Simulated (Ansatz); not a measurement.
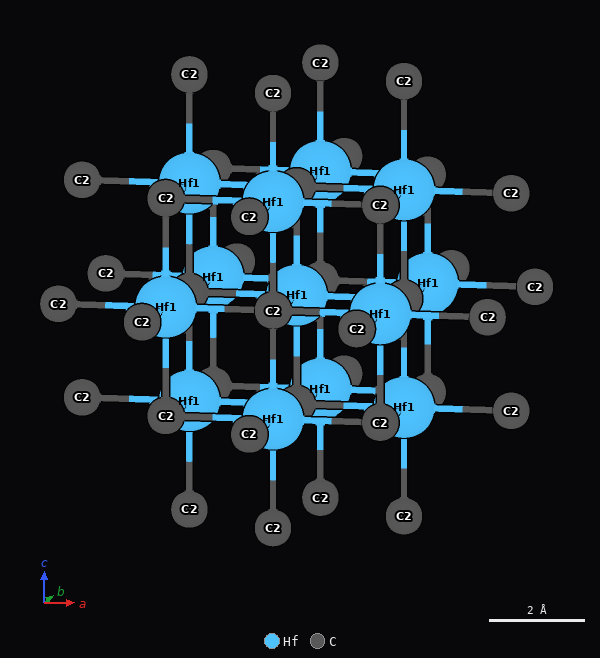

The starting point is a symmetric starting cell of HfC. A ball-and-stick model of the conventional cell (4 times the calculation's cell), seen slightly off an axis. Lengths and directions refer to the drawn axes.

These are results of Ansatz, DFT PBE, scalar-relativistic, plane waves, PAW, not measurements. Settings: plane-wave cutoff 420 eV; k-point mesh 16 × 16 × 16; occupations gaussian; smearing width 0.1 eV; no spin polarisation.

Now this is done to it. All lengths are scaled by +2.5 % (volume +7.7 %), the atoms keeping their fractional coordinates. No relaxation follows. The starting cell wasn't computed here and needn't be at equilibrium, so pressure and forces aren't due to the change alone.

**Predict the response.**

The pressure is −14.9 GPa (not all of it need come from the change, since the unchanged cell can be under pressure at this level too). All forces vanish by symmetry. Some distances before and after: C–Hf 2.325 → 2.383 Å. The space group stays Fm-3m (No. 225).

Drawn alike, the variant:

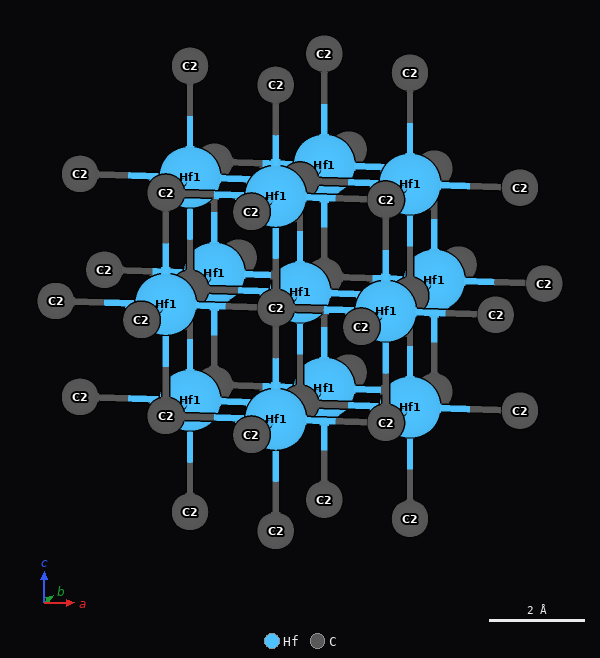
